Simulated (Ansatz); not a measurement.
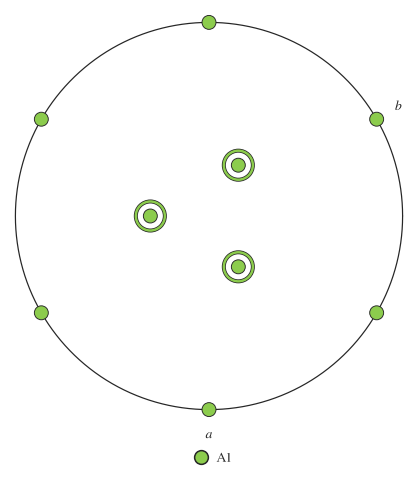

Crystal: Al, the input geometry of an electronic-structure calculation (not necessarily at equilibrium). Directions from one aluminium atom at (2/3, 1/3, 3/4) to its bonded neighbours, in stereographic projection down c (filled: above the plane of the page or in it, open: below). Geometry calculated from the standardised cell; symmetry tolerance 0.002 Å.

Neighbours are counted up to 2.95 Å for Al.

```yaml
crystal:
  lattice:
    - [2.81246, 0.00000, 0.00000]
    - [-1.40623, 2.43566, 0.00000]
    - [0.00000, 0.00000, 4.86685]
  atoms:
    - { symbol: Al, position: [0.66667, 0.33333, 0.75000] }
    - { symbol: Al, position: [0.33333, 0.66667, 0.25000] }
```

**How many neighbours are there, and at what angles?**

12: 6 Al at 2.81 Å, 6 Al at 2.93 Å. Angles between bonds: 57° (6×), 60° (6×), 61° (12×), 90° (12×), 113° (3×), 119° (12×), 120° (6×), 148° (6×), 180° (3×).

**What is the site's symmetry in the crystal?**

Point group -6m2 (D3h), order 12: one −6 axis, three twofold axes, four mirror planes. In P6_3/mmc, No. 194 this is Wyckoff position 2c.
